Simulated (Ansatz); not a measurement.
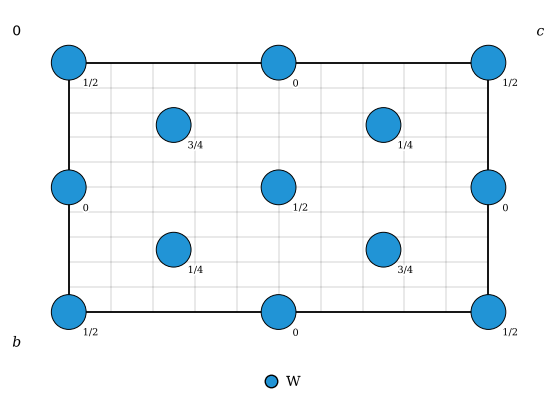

Plan of a unit cell projected along a (b down the page, c across); the numbers are heights as fractions of a, and atoms on the cell's edges are repeated. The grid marks tenths of b and c. Source: the geometry relaxed with DFT, PBE, plane waves (420 eV) with PAW, scalar-relativistic (Ansatz 0.2.0); the starting structure was generated, so it need not be a known form of this composition. All values are computed from the atomic coordinates in the standard setting (tolerance 0.002 Å).

a = 2.694 Å, b = 5.392 Å, c = 9.074 Å, α = 90.00°, β = 90.00°, γ = 90.00°.

> What does the cell contain?

8 W: W, Z = 8.

> Which space group?

Fddd, No. 70, origin choice 1, face-centred orthorhombic.

> Give the fractional coordinates of all atoms, to two places.

| atom | x | y | z |
| --- | --- | --- | --- |
| W | 0.25 | 0.25 | 0.75 |
| W | 0.50 | 0.00 | 0.00 |
| W | 0.25 | 0.75 | 0.25 |
| W | 0.50 | 0.50 | 0.50 |
| W | 0.75 | 0.25 | 0.25 |
| W | 0.00 | 0.00 | 0.50 |
| W | 0.75 | 0.75 | 0.75 |
| W | 0.00 | 0.50 | 0.00 |
